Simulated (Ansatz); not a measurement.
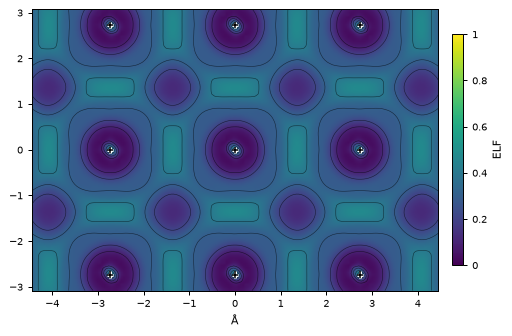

The electron localisation function on a plane through atoms (crosses mark nuclei in the plane).

Level of theory: Kohn-Sham DFT of a periodic cell, r2SCAN, Ansatz PAW (Ansatz 0.2.0).

Candidates:
A. Ga, a = 2.73 Å, b = 2.73 Å, c = 4.56 Å, α = 90.00°, β = 90.00°, γ = 90.00°. Space group I4/mmm; a structure from a database of computed crystals, not necessarily the ambient phase; computed pressure about 3 GPa in this cell.
B. SnO, a = 3.81 Å, b = 3.81 Å, c = 4.89 Å, α = 90.00°, β = 90.00°, γ = 90.00°. Space group P4/nmm; a structure from a database of computed crystals, not necessarily the ambient phase.

Question: Which candidate gave the map?

Answer: Candidate A: Ga on the (001) plane of the conventional cell, which holds Ga. Ga–Ga (2.73 Å): the ELF is about 0.50 at the midpoint.
